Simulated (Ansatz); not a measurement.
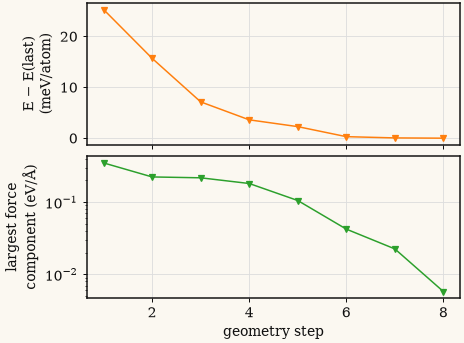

History of a geometry optimisation. Only the atoms move.

- system: Ga (slab, 10 atoms in the cell)
- method: DFT PBEsol, scalar-relativistic, plane waves, PAW in Ansatz 0.2.0; cutoff 420 eV, 8×8×1 k-mesh, Gaussian smearing of 0.1 eV

**How did it end, and what did it gain?**

The optimisation met its thresholds at geometry 8, counting the start as the first. The energy fell by about 25 meV/atom from the first step to the last. The largest force component goes from about 0.35 eV/Å at the start to 6 × 10⁻³ eV/Å at the end.
